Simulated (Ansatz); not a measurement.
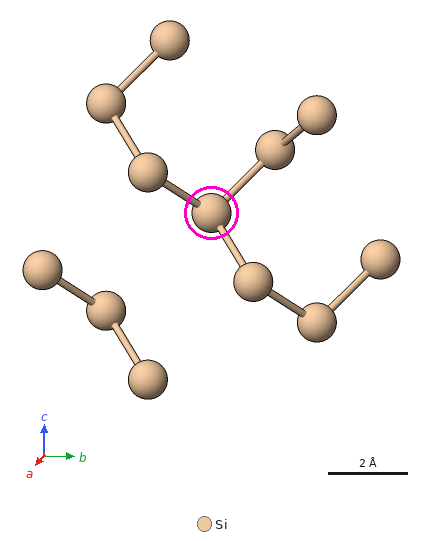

Perfect Si. The picture is a ball-and-stick view of the atoms within 4.6 Å of one point, in a slice 3.4 Å thick across the line of sight, seen slightly off an axis.

Level of theory: Ansatz 0.2.0, DFT PBE, scalar-relativistic, plane waves, PAW. (plane-wave cutoff 420 eV; k-point mesh 1 × 1 × 1; occupations gaussian; smearing width 0.01 eV; no spin polarisation) The cell is small and the k-mesh coarse, so the numbers are rough. The axes drawn are those of the host's conventional cell.

A silicon atom is replaced by hafnium at the ringed place, in charge state 0. The supercell has 40 sites, and the atoms are relaxed at the host's cell.

Predict the relaxed surroundings of the defect.

In the host the Si atom has 4 Si at 2.37 Å; the Hf atom ends with 4 Si at 2.57 Å. Of the host's atoms, a silicon atom moves furthest from its site, by 0.20 Å. Relaxing the atoms from the host's sites lowers the energy by 1.18 eV. At a tolerance of 0.02 Å the relaxed supercell has space group I-4.

The relaxed defect, seen from the same direction:

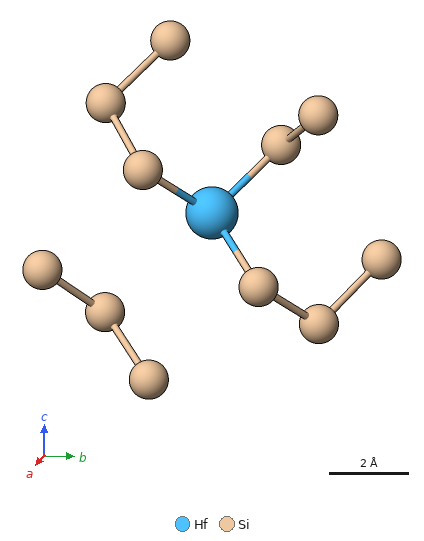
